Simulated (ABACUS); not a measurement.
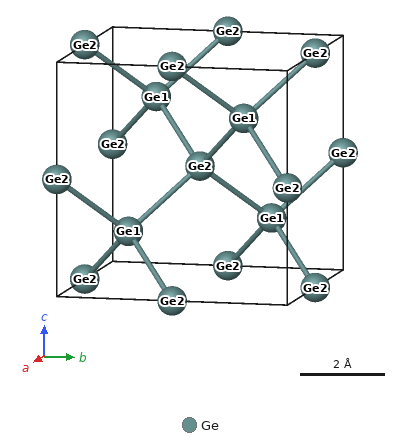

The input geometry (ball-and-stick view of the cell 4 times as large as that of the calculation, set on its symmetry axes, seen slightly off an axis; atoms are numbered from 1 in the order of the input). Near neighbours in the crystal (not all of them lie inside the picture): Ge has 4 Ge at 2.45 Å.

Ge: band-structure run (part 1 of 2)

Ge (2 atoms in the cell), computed with Kohn-Sham DFT of a periodic cell, PBE, PseudoDojo NC SR 0.5 PBE standard, no spin polarisation (ABACUS 3.10.1).

The structure derives from an entry of the Crystallography Open Database.

## What the program printed
```
ABACUS v3.10.1

               Atomic-orbital Based Ab-initio Computation at UStc

 ------------------------------------------------------------------------------------

 READING GENERAL INFORMATION
                           global_out_dir = OUT.Ge/
                           global_in_card = INPUT
                               pseudo_dir = ./
                              orbital_dir = ./
                                    DSIZE = 4
                                    GSIZE = 1

 READING UNITCELL INFORMATION
                                    ntype = 1
                  lattice constant (Bohr) = 1.88973
              lattice constant (Angstrom) = 1

 READING ATOM TYPE 1
                               atom label = Ge
                      L=0, number of zeta = 3
                      L=1, number of zeta = 3
                      L=2, number of zeta = 3
                      L=3, number of zeta = 1
             number of atom for this type = 2

                        TOTAL ATOM NUMBER = 2
DIRECT COORDINATES
    atom                   x                   y                   z     mag                  vx                  vy                  vz
taud_Ge1            0.7500000000        0.7500000000        0.7500000000  0.0000        0.0000000000        0.0000000000        0.0000000000
taud_Ge2            0.5000000000        0.5000000000        0.5000000000  0.0000        0.0000000000        0.0000000000        0.0000000000

                          Volume (Bohr^3) = 305.551
                             Volume (A^3) = 45.278

 Lattice vectors: (Cartesian coordinate: in unit of a_0)
                   +0            +2.82891            +2.82891
             +2.82891                  +0            +2.82891
             +2.82891            +2.82891                  +0
 Reciprocal vectors: (Cartesian coordinate: in unit of 2 pi/a_0)
            -0.176747           +0.176747           +0.176747
            +0.176747           -0.176747           +0.176747
            +0.176747           +0.176747           -0.176747
 The esolver type has been set to : ksdft_lcao

                PAO radial cut off (Bohr) = 7

 Read in pseudopotential file is Ge.upf
                     pseudopotential type = NC
          exchange-correlation functional = PBE
                 nonlocal core correction = 1
                        valence electrons = 14
                                     lmax = 2
                           number of zeta = 3
                     number of projectors = 6
                           L of projector = 0
                           L of projector = 0
                           L of projector = 1
                           L of projector = 1
                           L of projector = 2
                           L of projector = 2
     initial pseudo atomic orbital number = 18

 SETUP THE ELECTRONS NUMBER
            electron number of element Ge = 14
      total electron number of element Ge = 28
            AUTOSET number of electrons:  = 28
                           occupied bands = 14
                                   NLOCAL = 68
                                   NBANDS = 24
                                   NBANDS = 24
                                   NLOCAL = 68

%%%%%%%%%%%%%%%%%%%%%%%%%%%%%%%%%%%%%%%%%%%%%%%%%%%%%%%%%%%%%%%%%%%%%%%%%%%%%%%%%%%%%%%%%%%%%%%%%%%%%%%%%%
 Warning: the number of valence electrons in pseudopotential > 4 for Ge: [Ar] 3d10 4s2 4p2
 Pseudopotentials with additional electrons can yield (more) accurate outcomes, but may be less efficient.
 If you're confident that your chosen pseudopotential is appropriate, you can safely ignore this warning.
%%%%%%%%%%%%%%%%%%%%%%%%%%%%%%%%%%%%%%%%%%%%%%%%%%%%%%%%%%%%%%%%%%%%%%%%%%%%%%%%%%%%%%%%%%%%%%%%%%%%%%%%%%

 SETUP THE PLANE WAVE BASIS
 energy cutoff for charge/potential (unit:Ry) = 400
            fft grid for charge/potential = [ 50, 50, 50 ]
                        fft grid division = [ 5, 5, 5 ]
        big fft grid for charge/potential = [ 10, 10, 10 ]
                                     nbxx = 300
                                     nrxx = 37500

 SETUP PLANE WAVES FOR CHARGE/POTENTIAL
                    number of plane waves = 41151
                         number of sticks = 1573

 PARALLEL PW FOR CHARGE/POTENTIAL
     PROC   COLUMNS(POT)             PW
        1            394          10289
        2            393          10287
        3            393          10288
        4            393          10287
 --------------- sum -------------------
        4           1573          41151
                            number of |g| = 388
                                  max |g| = 36.1127
                                  min |g| = 0

----------- Double Check Mixing Parameters Begin ------------
mixing_type: broyden
mixing_beta: 0.7
mixing_gg0: 1
mixing_gg0_min: 0.1
mixing_ndim: 8
----------- Double Check Mixing Parameters End ------------

 LATTICE VECTORS: (CARTESIAN COORDINATE: IN UNIT OF A0)
                   +0            +2.82891            +2.82891
             +2.82891                  +0            +2.82891
             +2.82891            +2.82891                  +0
                       right hand lattice = 1
                                   NORM_A = 4.00068
                                   NORM_B = 4.00068
                                   NORM_C = 4.00068
                           ALPHA (DEGREE) = 60
                           BETA  (DEGREE) = 60
                           GAMMA (DEGREE) = 60

 The lattice vectors have been changed (STRU_SIMPLE.cif)

(for optimal symmetric configuration:)
                             BRAVAIS TYPE = 3
                     BRAVAIS LATTICE NAME = 03. Cubic F (face-centered)
                                    ibrav = 3
                                    IBRAV = 3
                                  BRAVAIS = FACE CENTERED CUBIC
                       LATTICE CONSTANT A = 5.65782
Original cell was already a primitive cell.
                        ROTATION MATRICES = 48
              PURE POINT GROUP OPERATIONS = 24
                   SPACE GROUP OPERATIONS = 48
                                       C2 = 3
                                       C3 = 8
                                       C4 = 0
                                       C6 = 0
                                       S1 = 6
                                       S3 = 0
                                       S4 = 6
                                       S6 = 0
                              POINT GROUP = T_d
               POINT GROUP IN SPACE GROUP = O_h

 SETUP K-POINTS
                                    nspin = 1
                   Input type of k points = Monkhorst-Pack(Gamma)
                                   nkstot = 343
                       right hand lattice = 1
(for reciprocal lattice: )
                             BRAVAIS TYPE = 2
                     BRAVAIS LATTICE NAME = 02. Cubic I (body-centered)
                                    ibrav = 2
                       right hand lattice = 1
(for k-lattice: )
                             BRAVAIS TYPE = 2
                     BRAVAIS LATTICE NAME = 02. Cubic I (body-centered)
                                    ibrav = 2
                       right hand lattice = 1
                        ROTATION MATRICES = 48
                               nkstot_ibz = 20
K-POINTS REDUCTION ACCORDING TO SYMMETRY
     IBZ    DIRECT_X    DIRECT_Y    DIRECT_Z  WEIGHT  ibz2bz
       1  0.00000000  0.00000000  0.00000000  0.0029       0
       2  0.14285714  0.14285714  0.14285714  0.0233       1
       3  0.28571429  0.28571429  0.28571429  0.0233       2
       4  0.42857143  0.42857143  0.42857143  0.0233       3
       5  0.14285714  0.14285714  0.00000000  0.0175       8
       6  0.28571429  0.14285714  0.28571429  0.0700       9
       7  0.42857143  0.28571429  0.42857143  0.0700      10
       8 -0.42857143  0.42857143  0.42857143  0.0700      11
       9  0.42857143  0.28571429  0.28571429  0.0700      12
      10  0.28571429  0.14285714  0.14285714  0.0350      13
      11  0.28571429  0.28571429  0.00000000  0.0175      16
      12  0.42857143  0.42857143  0.14285714  0.0700      17
      13 -0.28571429  0.42857143  0.42857143  0.0700      18
      14 -0.42857143  0.28571429  0.28571429  0.0350      19
      15  0.42857143  0.42857143  0.00000000  0.0175      24
      16 -0.14285714  0.42857143  0.42857143  0.0350      25
      17  0.42857143  0.28571429  0.14285714  0.0700      66
      18 -0.42857143  0.42857143  0.28571429  0.1399      67
      19 -0.42857143  0.42857143  0.14285714  0.0700      74
      20 -0.28571429  0.42857143  0.28571429  0.0700      75

                               nkstot now = 20
[... K-POINTS DIRECT COORDINATES: 20 rows ...]

           k-point number in this process = 20
       minimum distributed K point number = 20
[... stars of the k points ...]

[... K-POINTS CARTESIAN COORDINATES: 20 rows ...]

[... K-POINTS DIRECT COORDINATES: 20 rows ...]

 SETUP PLANE WAVES FOR WAVE FUNCTIONS
     energy cutoff for wavefunc (unit:Ry) = 100
              fft grid for wave functions = [ 50, 50, 50 ]
                    number of plane waves = 6567
                         number of sticks = 463

 PARALLEL PW FOR WAVE FUNCTIONS
     PROC   COLUMNS(POT)             PW
        1            115           1642
        2            115           1642
        3            116           1642
        4            117           1641
 --------------- sum -------------------
        4            463           6567

 SET NONLOCAL PSEUDOPOTENTIAL PROJECTORS
 max number of nonlocal projetors among all species is 6

 -------------------------------------------
 SELF-CONSISTENT
 -------------------------------------------

 SETUP SEARCHING RADIUS FOR PROGRAM TO SEARCH ADJACENT ATOMS
                  longest orb rcut (Bohr) = 7
   longest nonlocal projector rcut (Bohr) = 1.94
                     search radius (Bohr) = 17.9
              searching radius is (Bohr)) = 17.9
         searching radius unit is (Bohr)) = 1.89
                         PeriodicBoundary = 1
                        Radius(unit:lat0) = 9.46
                                   glayer = [ 4, 4, 4 ]
                             glayer_minus = [ 3, 3, 3 ]

Find the coordinate range of the input atom(unit:lat0).
                                  min_tau = [ -14.1, -14.1, -14.1 ]
                                  max_tau = [ 21.2, 21.2, 21.2 ]
                                BoxNumber = [ 7, 7, 7 ]

 SETUP EXTENDED REAL SPACE GRID FOR GRID INTEGRATION
                          real space grid = [ 50, 50, 50 ]
                 big cell numbers in grid = [ 10, 10, 10 ]
             meshcell numbers in big cell = [ 5, 5, 5 ]
                        extended fft grid = [ 12, 12, 12 ]
                dimension of extened grid = [ 35, 35, 35 ]
                            UnitCellTotal = 125
              Atom number in sub-FFT-grid = 2
    Local orbitals number in sub-FFT-grid = 68
                                ParaV.nnr = 84966
                                 init_chg = atomic

 LCAO ALGORITHM --------------- ION=   1  ELEC=   1--------------------------------

 Density error is 0.0363635898142
----------------------------------------------------------
     Energy           Rydberg                 eV
----------------------------------------------------------
 E_KohnSham     -357.2737395478      -4860.9586036175
 E_Harris       -357.1385034256      -4859.1186217811
 E_Fermi        0.6884603057         9.3669830043
----------------------------------------------------------

 LCAO ALGORITHM --------------- ION=   1  ELEC=   2--------------------------------

 Density error is 0.0121141993286
----------------------------------------------------------
     Energy           Rydberg                 eV
----------------------------------------------------------
 E_KohnSham     -357.2742421566      -4860.9654419621
 E_Harris       -357.0173489005      -4857.4702299012
 E_Fermi        0.6994828692         9.5169526751
----------------------------------------------------------
```
